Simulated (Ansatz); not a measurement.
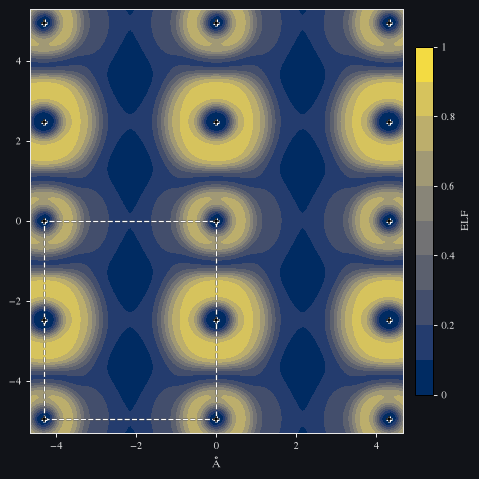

The electron localisation function on a plane through atoms (crosses mark nuclei in the plane).

Theory: Kohn-Sham DFT of a periodic cell, PBE, Ansatz PAW (Ansatz).

Candidates:
A. Ru, a = 2.71 Å, b = 2.71 Å, c = 4.28 Å, α = 90.00°, β = 90.00°, γ = 120.00°. Space group P6₃/mmc; computed pressure about 15 GPa in this cell; the program warned that the cutoff is below the recommended one.
B. CuO, a = 3.15 Å, b = 4.43 Å, c = 3.18 Å, α = 90.00°, β = 119.14°, γ = 90.00°. Space group P2₁/m; a generated structure, not necessarily the stable one; built by placing these elements on a known structure type; computed pressure about 6 GPa in this cell.
C. WS, a = 4.31 Å, b = 4.31 Å, c = 4.95 Å, α = 90.00°, β = 90.00°, γ = 90.00°. Space group I4/mmm; a generated structure, not necessarily the stable one; computed pressure about −24 GPa in this cell.

Question: Which candidate gave the map?

Answer: Candidate C: WS on the (100) plane of the conventional cell, which holds W and S. W–S (2.47 Å): the ELF peaks at about 0.85 in the valence shell of S, 0.8 Å from its nucleus, and is about 0.35 at the midpoint.
